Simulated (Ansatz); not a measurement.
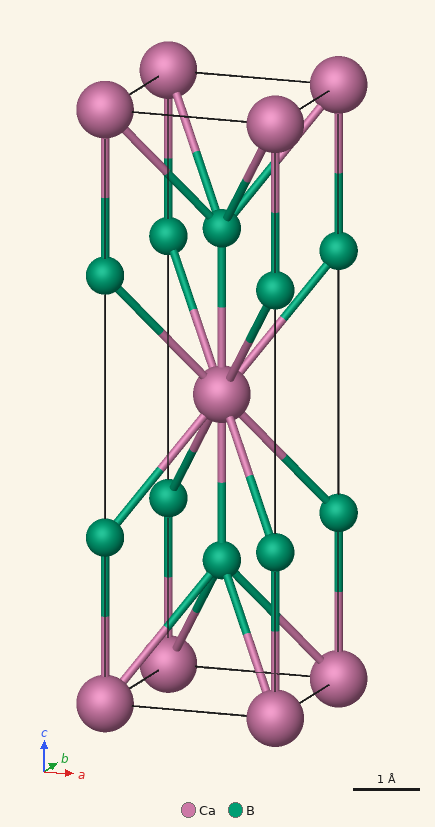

The figure gives a ball-and-stick picture of the atoms, viewed slightly off an axis. The conventional unit cell is outlined; an atom on or near a face, edge or corner is repeated at each equivalent position.

Lattice: a = 2.788 Å, b = 2.788 Å, c = 9.370 Å, α = 90.00°, β = 90.00°, γ = 90.00°.

A stick is drawn for B–Ca up to 3.30 Å (cut-off distances).

Q: Which compound is drawn?

A: CaB$_{2}$. The cell holds 2 Ca, 4 B, counting shared atoms by their share.

Q: What kind of lattice is this?

A: Body-centred tetragonal.

Q: What is the coordination of B?

A: Five Ca at about 2.6 to 2.9 Å.

Provenance: a textbook structure type filled with these elements (whether it is the usual form wasn't checked). A relaxation with DFT PBE, scalar-relativistic, plane waves, PAW in Ansatz 0.2.0 gave the geometry drawn.
